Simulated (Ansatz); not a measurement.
# Does disorder add resistance in series? Au(111) layers with 12.5 % Rh

Two lengths of the disordered region are known. What area resistance does the third give?

**Method.** Ansatz 0.2.0, plane waves with PAW datasets at their recommended cutoffs (420 eV for most), Fermi-Dirac smearing; ballistic transmission by layer matching. The area resistance is RA = A (h/2e²)(1/T − 1/N), with T the zone-mean transmission per spin and N the lead's channels, both averaged over a few energies near the Fermi level; for magnets each spin is taken apart, with h/e², and the two conduct in parallel. Lateral cell 2x2, PBE, a fresh random draw for each length.

Results; the value marked ? is to be predicted:

| length (Å) | channels N | RA (fΩ m²) |
| --- | --- | --- |
| 9.42 | 3.210 | 0.350 |
| 18.8 | 3.183 | 1.25 |
| 28.3 | 3.210 | ? |

**Estimate by hand.**

Ohm's law makes RA linear in the length: the slope is (1.25 − 0.350)/(18.8 − 9.42) = 0.0957 fΩ m² per Å, or 96 µΩ cm. Then 1.25 + 0.0957 × 9.42. Predicted: 2.15 fΩ m².

What the run gave:

1.28 fΩ m², so the prediction is 69 % too high. The three lengths together give 49 µΩ cm. Single draws scatter; these runs don't part the causes of the miss, and leave the question open.

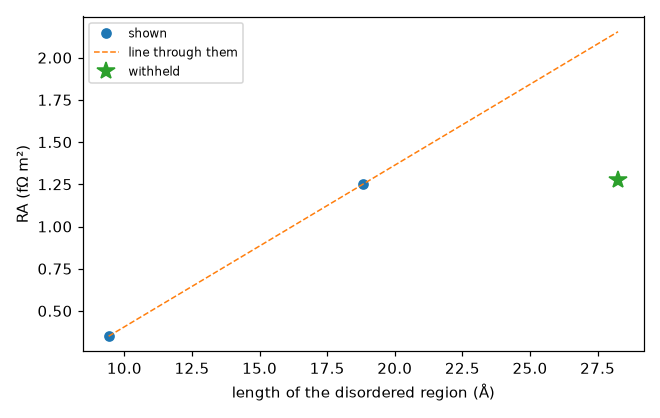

Area resistance against length.

Caveats: The scatterers repeat sideways with the small cell. The slope is a raw one; a model of isotropic scattering puts it 1.02 times the bulk value over these lengths. Atoms sit unrelaxed on the host's lattice, and the pair may not mix at random in practice. Spin-orbit coupling is left out, which matters for Au.
